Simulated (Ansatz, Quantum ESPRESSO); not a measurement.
# Complex bands of GaN, zinc blende type, lattice constant set to 4.481 Å, part 2 of 4

How good a tunnel barrier is GaN, zinc blende type, lattice constant set to 4.481 Å?

Quantum ESPRESSO 7.5; plane-wave DFT, LDA, GBRV ultrasoft pseudopotentials; cross-check by Ansatz 0.2.0 with PAW datasets.

So far. Step 2 (SCF with pw.x): The run needed 11 iterations to bring the estimated error under 1e-09 Ry.

### 3. Complex bands with pwcond.x

Level of this step: complex band structure by pwcond; plane-wave DFT, LDA, GBRV ultrasoft pseudopotentials (Quantum ESPRESSO).

ikind = 0 solves one period of the crystal for all kz, real and complex, at each energy and k across. ewind and epsproj trim the two-dimensional plane-wave basis; nz1 sets the subslabs.

Input file cbs.in:

```
&inputcond
  outdir = './out'
  prefixl = 'scf'
  band_file = 'cbs'
  ikind = 0
  ewind = 4.0
  epsproj = 1e-05
  nz1 = 7
  energy0 = 4.93
  denergy = -0.17
/
4
  0.00000000 0.00000000 1.00000000
  0.50000000 0.00000000 1.00000000
  0.50000000 0.50000000 1.00000000
  0.25000000 0.00000000 1.00000000
42
```

Command:

```console
$ OMP_NUM_THREADS=1 mpirun -n 2 pwcond.x -in cbs.in > cbs.out
```

Log:

```text
[banner, memory and clock lines left out]
Program PWCOND v.7.5 starts

          URL

     ./out/scf.save/

     IMPORTANT: XC functional enforced from input :
     Exchange-correlation= PZ
                           (   1   1   0   0   0   0   0)
     Any further DFT definition will be discarded
     Please, verify this is what you really want

     Check: negative core charge=   -0.000002
     Reading collected, re-writing distributed wavefunctions

===== INPUT FILE containing the left lead =====

     GEOMETRY:

     lattice parameter (alat)  =       5.9877  a.u.
     the volume                =     303.5928 (a.u.)^3
     the cross section         =      35.8523 (a.u.)^2
     l of the unit cell        =       1.4142 (alat)
     number of atoms/cell      =            4
     number of atomic types    =            2

     crystal axes: (cart. coord. in units of alat)
               a(1) = (  1.0000  0.0000  0.0000 )
               a(2) = (  0.0000  1.0000  0.0000 )
               a(3) = (  0.0000  0.0000  1.4142 )

   Cartesian axes

     site n.     atom                  positions (alat units)
          1        Ga     tau(  1)=(  0.0000  0.0000  1.4142  )
          2        N      tau(  2)=(  0.5000  0.0000  0.3536  )
          3        Ga     tau(  3)=(  0.5000  0.5000  0.7071  )
          4        N      tau(  4)=(  0.0000  0.5000  1.0607  )

     nr1s                      =           25
     nr2s                      =           25
     nr3s                      =           36
     nr1sx                     =           25
     nr2sx                     =           25
     nr3sx                     =           36
     nr1                       =           27
     nr2                       =           27
     nr3                       =           40
     nr1x                      =           27
     nr2x                      =           27
     nr3x                      =           40

 _______________________________
  Radii of nonlocal spheres:

     type       ibeta     ang. mom.          radius (alat units)
       Ga         1         0                    0.3043
       Ga         2         0                    0.3043
       Ga         3         1                    0.3043
       Ga         4         1                    0.3043
       Ga         5         2                    0.3043
       Ga         6         2                    0.3043
       N          1         0                    0.2018
       N          2         0                    0.2018
       N          3         1                    0.2018
       N          4         1                    0.2018
----- General information -----

----- Complex band structure calculation -----

     nrx                       =           25
     nry                       =           25
     nz1                       =            7

     energy0               =         4.9E+00
     denergy               =        -1.7E-01
     nenergy               =         42
     ecut2d                =         4.0E+01
     ewind                 =         4.0E+00
     epsproj               =         1.0E-05

     number of k_|| points=    4
                       cryst. coord.
        k(    1) = (   0.0000000   0.0000000), wk =   0.2500000
        k(    2) = (   0.5000000   0.0000000), wk =   0.2500000
        k(    3) = (   0.5000000   0.5000000), wk =   0.2500000
        k(    4) = (   0.2500000   0.0000000), wk =   0.2500000
----- Information about left lead -----

     nocros                   =           18
     noins                    =           34
     norb                     =           70
     norbf                    =           70
     nrz                      =           36

      iorb      type   ibeta   ang. mom.   m       position (alat)
        1        1       1        0        1   taunew(   1)=(  0.0000  0.0000  0.0000)
        2        1       2        0        1   taunew(   2)=(  0.0000  0.0000  0.0000)
        3        1       3        1        1   taunew(   3)=(  0.0000  0.0000  0.0000)
        4        1       3        1        2   taunew(   4)=(  0.0000  0.0000  0.0000)
        5        1       3        1        3   taunew(   5)=(  0.0000  0.0000  0.0000)
        6        1       4        1        1   taunew(   6)=(  0.0000  0.0000  0.0000)
        7        1       4        1        2   taunew(   7)=(  0.0000  0.0000  0.0000)
        8        1       4        1        3   taunew(   8)=(  0.0000  0.0000  0.0000)
        9        1       5        2        1   taunew(   9)=(  0.0000  0.0000  0.0000)
       10        1       5        2        2   taunew(  10)=(  0.0000  0.0000  0.0000)
       11        1       5        2        3   taunew(  11)=(  0.0000  0.0000  0.0000)
       12        1       5        2        4   taunew(  12)=(  0.0000  0.0000  0.0000)
       13        1       5        2        5   taunew(  13)=(  0.0000  0.0000  0.0000)
       14        1       6        2        1   taunew(  14)=(  0.0000  0.0000  0.0000)
       15        1       6        2        2   taunew(  15)=(  0.0000  0.0000  0.0000)
       16        1       6        2        3   taunew(  16)=(  0.0000  0.0000  0.0000)
       17        1       6        2        4   taunew(  17)=(  0.0000  0.0000  0.0000)
       18        1       6        2        5   taunew(  18)=(  0.0000  0.0000  0.0000)
       19        2       1        0        1   taunew(  19)=(  0.5000  0.0000  0.3536)
       20        2       2        0        1   taunew(  20)=(  0.5000  0.0000  0.3536)
       21        2       3        1        1   taunew(  21)=(  0.5000  0.0000  0.3536)
       22        2       3        1        2   taunew(  22)=(  0.5000  0.0000  0.3536)
       23        2       3        1        3   taunew(  23)=(  0.5000  0.0000  0.3536)
       24        2       4        1        1   taunew(  24)=(  0.5000  0.0000  0.3536)
       25        2       4        1        2   taunew(  25)=(  0.5000  0.0000  0.3536)
       26        2       4        1        3   taunew(  26)=(  0.5000  0.0000  0.3536)
       27        1       1        0        1   taunew(  27)=(  0.5000  0.5000  0.7071)
       28        1       2        0        1   taunew(  28)=(  0.5000  0.5000  0.7071)
       29        1       3        1        1   taunew(  29)=(  0.5000  0.5000  0.7071)
       30        1       3        1        2   taunew(  30)=(  0.5000  0.5000  0.7071)
       31        1       3        1        3   taunew(  31)=(  0.5000  0.5000  0.7071)
       32        1       4        1        1   taunew(  32)=(  0.5000  0.5000  0.7071)
       33        1       4        1        2   taunew(  33)=(  0.5000  0.5000  0.7071)
       34        1       4        1        3   taunew(  34)=(  0.5000  0.5000  0.7071)
[...]
38        1       5        2        4   taunew(  38)=(  0.5000  0.5000  0.7071)
       39        1       5        2        5   taunew(  39)=(  0.5000  0.5000  0.7071)
       40        1       6        2        1   taunew(  40)=(  0.5000  0.5000  0.7071)
       41        1       6        2        2   taunew(  41)=(  0.5000  0.5000  0.7071)
       42        1       6        2        3   taunew(  42)=(  0.5000  0.5000  0.7071)
       43        1       6        2        4   taunew(  43)=(  0.5000  0.5000  0.7071)
       44        1       6        2        5   taunew(  44)=(  0.5000  0.5000  0.7071)
       45        2       1        0        1   taunew(  45)=(  0.0000  0.5000  1.0607)
       46        2       2        0        1   taunew(  46)=(  0.0000  0.5000  1.0607)
       47        2       3        1        1   taunew(  47)=(  0.0000  0.5000  1.0607)
       48        2       3        1        2   taunew(  48)=(  0.0000  0.5000  1.0607)
       49        2       3        1        3   taunew(  49)=(  0.0000  0.5000  1.0607)
       50        2       4        1        1   taunew(  50)=(  0.0000  0.5000  1.0607)
       51        2       4        1        2   taunew(  51)=(  0.0000  0.5000  1.0607)
       52        2       4        1        3   taunew(  52)=(  0.0000  0.5000  1.0607)
       53        1       1        0        1   taunew(  53)=(  0.0000  0.0000  1.4142)
       54        1       2        0        1   taunew(  54)=(  0.0000  0.0000  1.4142)
       55        1       3        1        1   taunew(  55)=(  0.0000  0.0000  1.4142)
       56        1       3        1        2   taunew(  56)=(  0.0000  0.0000  1.4142)
       57        1       3        1        3   taunew(  57)=(  0.0000  0.0000  1.4142)
       58        1       4        1        1   taunew(  58)=(  0.0000  0.0000  1.4142)
       59        1       4        1        2   taunew(  59)=(  0.0000  0.0000  1.4142)
       60        1       4        1        3   taunew(  60)=(  0.0000  0.0000  1.4142)
       61        1       5        2        1   taunew(  61)=(  0.0000  0.0000  1.4142)
       62        1       5        2        2   taunew(  62)=(  0.0000  0.0000  1.4142)
       63        1       5        2        3   taunew(  63)=(  0.0000  0.0000  1.4142)
       64        1       5        2        4   taunew(  64)=(  0.0000  0.0000  1.4142)
       65        1       5        2        5   taunew(  65)=(  0.0000  0.0000  1.4142)
       66        1       6        2        1   taunew(  66)=(  0.0000  0.0000  1.4142)
       67        1       6        2        2   taunew(  67)=(  0.0000  0.0000  1.4142)
       68        1       6        2        3   taunew(  68)=(  0.0000  0.0000  1.4142)
       69        1       6        2        4   taunew(  69)=(  0.0000  0.0000  1.4142)
       70        1       6        2        5   taunew(  70)=(  0.0000  0.0000  1.4142)
    k slab    z(k)  z(k+1)     crossing(iorb=1,norb)
    1   0.0000 0.0393 0.0393   1111111111111111110000000000000000000000000000000000000000000000000000
    2   0.0393 0.0786 0.0393   1111111111111111110000000000000000000000000000000000000000000000000000
    3   0.0786 0.1179 0.0393   1111111111111111110000000000000000000000000000000000000000000000000000
    4   0.1179 0.1571 0.0393   1111111111111111111111111100000000000000000000000000000000000000000000
    5   0.1571 0.1964 0.0393   1111111111111111111111111100000000000000000000000000000000000000000000
    6   0.1964 0.2357 0.0393   1111111111111111111111111100000000000000000000000000000000000000000000
    7   0.2357 0.2750 0.0393   1111111111111111111111111100000000000000000000000000000000000000000000
    8   0.2750 0.3143 0.0393   1111111111111111111111111100000000000000000000000000000000000000000000
    9   0.3143 0.3536 0.0393   0000000000000000001111111100000000000000000000000000000000000000000000
   10   0.3536 0.3928 0.0393   0000000000000000001111111100000000000000000000000000000000000000000000
   11   0.3928 0.4321 0.0393   0000000000000000001111111111111111111111111100000000000000000000000000
   12   0.4321 0.4714 0.0393   0000000000000000001111111111111111111111111100000000000000000000000000
   13   0.4714 0.5107 0.0393   0000000000000000001111111111111111111111111100000000000000000000000000
   14   0.5107 0.5500 0.0393   0000000000000000001111111111111111111111111100000000000000000000000000
   15   0.5500 0.5893 0.0393   0000000000000000001111111111111111111111111100000000000000000000000000
   16   0.5893 0.6285 0.0393   0000000000000000000000000011111111111111111100000000000000000000000000
   17   0.6285 0.6678 0.0393   0000000000000000000000000011111111111111111100000000000000000000000000
   18   0.6678 0.7071 0.0393   0000000000000000000000000011111111111111111100000000000000000000000000
   19   0.7071 0.7464 0.0393   0000000000000000000000000011111111111111111100000000000000000000000000
   20   0.7464 0.7857 0.0393   0000000000000000000000000011111111111111111100000000000000000000000000
   21   0.7857 0.8250 0.0393   0000000000000000000000000011111111111111111100000000000000000000000000
   22   0.8250 0.8642 0.0393   0000000000000000000000000011111111111111111111111111000000000000000000
   23   0.8642 0.9035 0.0393   0000000000000000000000000011111111111111111111111111000000000000000000
   24   0.9035 0.9428 0.0393   0000000000000000000000000011111111111111111111111111000000000000000000
   25   0.9428 0.9821 0.0393   0000000000000000000000000011111111111111111111111111000000000000000000
   26   0.9821 1.0214 0.0393   0000000000000000000000000011111111111111111111111111000000000000000000
   27   1.0214 1.0607 0.0393   0000000000000000000000000000000000000000000011111111000000000000000000
   28   1.0607 1.0999 0.0393   0000000000000000000000000000000000000000000011111111000000000000000000
   29   1.0999 1.1392 0.0393   0000000000000000000000000000000000000000000011111111111111111111111111
   30   1.1392 1.1785 0.0393   0000000000000000000000000000000000000000000011111111111111111111111111
   31   1.1785 1.2178 0.0393   0000000000000000000000000000000000000000000011111111111111111111111111
   32   1.2178 1.2571 0.0393   0000000000000000000000000000000000000000000011111111111111111111111111
   33   1.2571 1.2964 0.0393   0000000000000000000000000000000000000000000011111111111111111111111111
   34   1.2964 1.3356 0.0393   0000000000000000000000000000000000000000000000000000111111111111111111
   35   1.3356 1.3749 0.0393   0000000000000000000000000000000000000000000000000000111111111111111111
   36   1.3749 1.4142 0.0393   0000000000000000000000000000000000000000000000000000111111111111111111
 ngper, shell number =          113          19
 ngper, n2d =          113          98
---  E-Ef =    4.9300000  k =    0.0000000   0.0000000
---  ie =          1  ik =          1
 Nchannels of the left tip =            0
 Right moving states:
   k1(2pi/a)   k2(2pi/a)   E-Ef (eV)
 Left moving states:
   k1(2pi/a)   k2(2pi/a)   E-Ef (eV)

---  E-Ef =    4.7600000  k =    0.0000000   0.0000000
---  ie =          2  ik =          1
 Nchannels of the left tip =            0
 Right moving states:
   k1(2pi/a)   k2(2pi/a)   E-Ef (eV)
 Left moving states:
   k1(2pi/a)   k2(2pi/a)   E-Ef (eV)
[... further energies and points left out ...]
---  E-Ef =   -1.8700000  k =    0.2500000   0.0000000
---  ie =         41  ik =          4
 Nchannels of the left tip =            2
 Right moving states:
   k1(2pi/a)   k2(2pi/a)   E-Ef (eV)
   0.2969936   0.0000000  -1.8700000
   0.4290648   0.0000000  -1.8700000
 Left moving states:
   k1(2pi/a)   k2(2pi/a)   E-Ef (eV)
  -0.2969906   0.0000000  -1.8700000
  -0.4290601   0.0000000  -1.8700000

---  E-Ef =   -2.0400000  k =    0.2500000   0.0000000
---  ie =         42  ik =          4
 Nchannels of the left tip =            2
 Right moving states:
   k1(2pi/a)   k2(2pi/a)   E-Ef (eV)
   0.2179842   0.0000000  -2.0400000
   0.4055361   0.0000000  -2.0400000
 Left moving states:
   k1(2pi/a)   k2(2pi/a)   E-Ef (eV)
  -0.2179813   0.0000000  -2.0400000
  -0.4055317   0.0000000  -2.0400000

Note: The following floating-point exceptions are signalling: IEEE_UNDERFLOW_FLAG IEEE_DENORMAL
Note: The following floating-point exceptions are signalling: IEEE_UNDERFLOW_FLAG IEEE_DENORMAL
```

Elapsed: 75 s, on 2 MPI ranks of Intel Xeon Platinum 8488C (Sapphire Rapids), shared host; peak memory 0.14 GiB.

Numbers from this step:

| Item | Value |
| --- | --- |
| peak of the smallest κ at the zone centre | 0.143 Å⁻¹ |
| energy of the peak at the zone centre | 0.85 eV |
| peak of the smallest κ at (1/2, 0) | 0.38 Å⁻¹ |
| peak of the smallest κ at (1/4, 0) | 0.379 Å⁻¹ |

K across = (0, 0) in the cell's reciprocal vectors; values within 0.0025 1/Å of each other count once, columns are sorted by size at each energy, a dash where no further value was kept. Im kz of the slowest decaying states against energy, zero at the highest filled level of the SCF mesh:

| energy (eV) | decay 1 (Å⁻¹) | decay 2 (Å⁻¹) | decay 3 (Å⁻¹) |
| --- | --- | --- | --- |
| -2.04 | 1.05 | 1.77 | 1.85 |
| -1.53 | 0.978 | 1.76 | 1.83 |
| -1.02 | 0.911 | 1.75 | 1.8 |
| -0.51 | 0.846 | 1.74 | 1.77 |
| 0.00 | 0.015 | 0.02 | 0.781 |
| 0.17 | 0.085 | 0.193 | 0.759 |
| 0.68 | 0.139 | 0.367 | 0.692 |
| 1.19 | 0.138 | 0.464 | 0.62 |
| 1.70 | 0.078 | 0.531 | 0.541 |
| 2.21 | 0.447 | 0.581 | 1.27 |
| 2.72 | 0.326 | 0.618 | 1.19 |
| 3.40 | 0.653 | 1.07 | 1.53 |
| 3.91 | 0.671 | 0.976 | 1.49 |
| 4.42 | 0.682 | 0.881 | 1.45 |
| 4.93 | 0.162 | 0.688 | 0.776 |

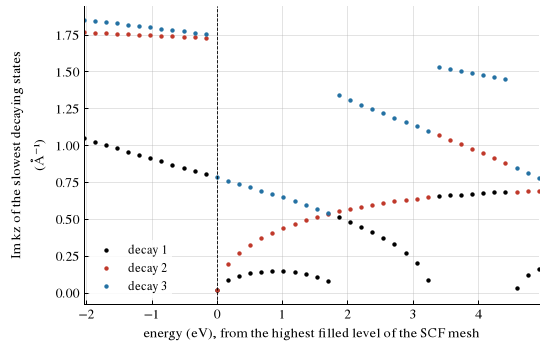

Im kz of the slowest decaying states, plotted against energy.

K across = (0, 0) in the cell's reciprocal vectors. Re kz of states that move upwards against energy, zero at the highest filled level of the SCF mesh:

| energy (eV) | channel 1 (Å⁻¹) | channel 2 (Å⁻¹) | channel 3 (Å⁻¹) |
| --- | --- | --- | --- |
| -2.04 | -0.454 | 0.529 | 0.529 |
| -1.53 | -0.697 | -0.697 | -0.364 |
| -1.02 | -0.533 | -0.533 | -0.271 |
| -0.51 | -0.355 | -0.355 | -0.172 |
| 0.00 | - | - | - |
| 0.17 | - | - | - |
| 0.68 | - | - | - |
| 1.19 | - | - | - |
| 1.70 | - | - | - |
| 2.21 | 0.138 | - | - |
| 2.72 | 0.240 | - | - |
| 3.40 | 0.168 | 0.366 | - |
| 3.91 | 0.380 | 0.468 | - |
| 4.42 | 0.557 | 0.604 | - |
| 4.93 | - | - | - |

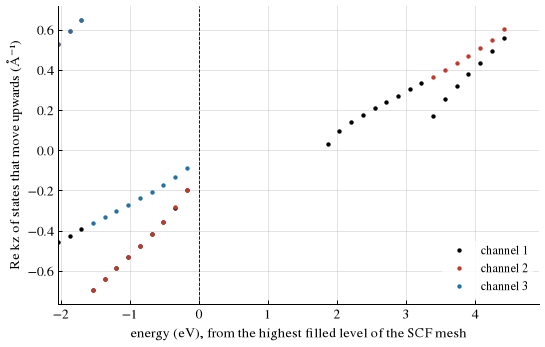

Re kz of states that move upwards against energy.

K across = (1/2, 0) in the cell's reciprocal vectors; values within 0.0025 1/Å of each other count once, columns are sorted by size at each energy, a dash where no further value was kept. Table of Im kz of the slowest decaying states by energy, zero at the highest filled level of the SCF mesh:

| energy (eV) | decay 1 (Å⁻¹) | decay 2 (Å⁻¹) | decay 3 (Å⁻¹) |
| --- | --- | --- | --- |
| -2.04 | 0.987 | 1.73 | - |
| -1.70 | 0.875 | 1.66 | 2.26 |
| -1.19 | 0.514 | 0.518 | 1.57 |
| -0.85 | 0.122 | 0.538 | 0.542 |
| -0.34 | 0.24 | 0.803 | 1.44 |
| 0.00 | 0.285 | 0.871 | 1.39 |
| 0.34 | 0.318 | 0.912 | 1.35 |
| 0.85 | 0.352 | 0.949 | 1.28 |
| 1.19 | 0.367 | 0.963 | 1.23 |
| 1.70 | 0.378 | 0.974 | 1.16 |
| 2.04 | 0.379 | 0.976 | 1.12 |
| 2.55 | 0.371 | 0.973 | 1.05 |
| 2.89 | 0.357 | 0.968 | 1.01 |
| 3.23 | 0.337 | 0.96 | - |
| 3.74 | 0.288 | 0.895 | 0.944 |
| 4.08 | 0.238 | 0.849 | 0.932 |
| 4.59 | 0.08 | 0.778 | 0.909 |
| 4.93 | 0.729 | 0.892 | 2.12 |

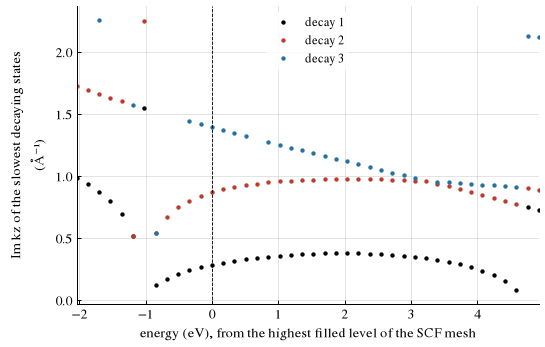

Im kz of the slowest decaying states, plotted against energy.

K across = (1/2, 1/2) in the cell's reciprocal vectors; values within 0.0025 1/Å of each other count once, columns are sorted by size at each energy, a dash where no further value was kept. Table of Im kz of the slowest decaying states by energy, zero at the highest filled level of the SCF mesh:

| energy (eV) | decay 1 (Å⁻¹) | decay 2 (Å⁻¹) | decay 3 (Å⁻¹) |
| --- | --- | --- | --- |
| -2.04 | 0.303 | 0.347 | 2.17 |
| -1.70 | 0.342 | 0.4 | 2.17 |
| -1.19 | 0.376 | 0.454 | 2.16 |
| -0.85 | 0.388 | 0.479 | 2.15 |
| -0.34 | 0.396 | 0.507 | 2.14 |
| 0.00 | 0.395 | 0.52 | 2.13 |
| 0.34 | 0.39 | 0.529 | 2.12 |
| 0.85 | 0.373 | 0.537 | 2.11 |
| 1.19 | 0.357 | 0.539 | 2.10 |
| 1.70 | 0.324 | 0.537 | 2.09 |
| 2.04 | 0.294 | 0.533 | 2.08 |
| 2.55 | 0.233 | 0.522 | 2.07 |
| 2.89 | 0.172 | 0.513 | 2.06 |
| 3.23 | 0.053 | 0.5 | 2.05 |
| 3.74 | 0.477 | 2.03 | 2.33 |
| 4.08 | 0.458 | 2.02 | 2.29 |
| 4.59 | 0.422 | 2.01 | 2.15 |
| 4.93 | 0.393 | 1.99 | 2.08 |

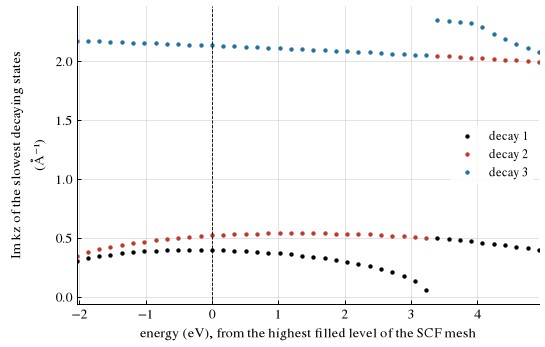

Im kz of the slowest decaying states, plotted against energy.

K across = (1/4, 0) in the cell's reciprocal vectors; values within 0.0025 1/Å of each other count once, columns are sorted by size at each energy, a dash where no further value was kept. The Im kz of the slowest decaying states by energy, zero at the highest filled level of the SCF mesh:

| energy (eV) | decay 1 (Å⁻¹) | decay 2 (Å⁻¹) | decay 3 (Å⁻¹) |
| --- | --- | --- | --- |
| -2.040 | 0.155 | 1.37 | 1.69 |
| -1.530 | 0.149 | 1.29 | 1.65 |
| -1.020 | 1.22 | 1.60 | 1.75 |
| -0.510 | 0.061 | 1.14 | 1.56 |
| 0.000 | 0.235 | 0.272 | 1.07 |
| 0.510 | 0.306 | 0.478 | 0.997 |
| 1.020 | 0.348 | 0.602 | 0.926 |
| 1.530 | 0.371 | 0.696 | 0.855 |
| 2.040 | 0.379 | 0.776 | 0.783 |
| 2.550 | 0.371 | 0.708 | 0.855 |
| 3.060 | 0.345 | 0.628 | 0.974 |
| 3.570 | 0.284 | 0.538 | 1.01 |
| 4.080 | 0.241 | 0.43 | 0.998 |
| 4.420 | 0.336 | 0.369 | 0.985 |

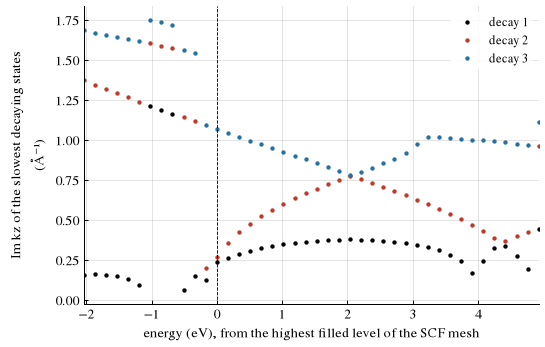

Im kz of the slowest decaying states against energy.

The program's own clock; routines nest. Time by routine:

| routine | wall time (s) | calls |
| --- | --- | --- |
| PWCOND | 73.98 | 1 |
| scatter_forw | 46.7 | 168 |
| compbs | 26.05 | 168 |
| compbs_2 | 24.3 | 168 |
| init | 0.68 | 1 |
| local | 0.52 | 4 |
| poten | 0.19 | 1 |

(Part 2 of 4 ends here.)

[Logs are printed without paths, hosts, clocks, repeated set-up lines and the standing remarks that a program may print on its own settings, such as how far it seeks lower states.]

[Hosts, paths, dates, database ids (printed as entryN), source tags and the programs' standing remarks are cut or masked in the printed files.]

[Maps of the electrostatic potential energy from Ansatz leave out the sawtooth potential of an applied field or a dipole correction, so their vacuum need not be flat; planar profiles and work functions include it.]
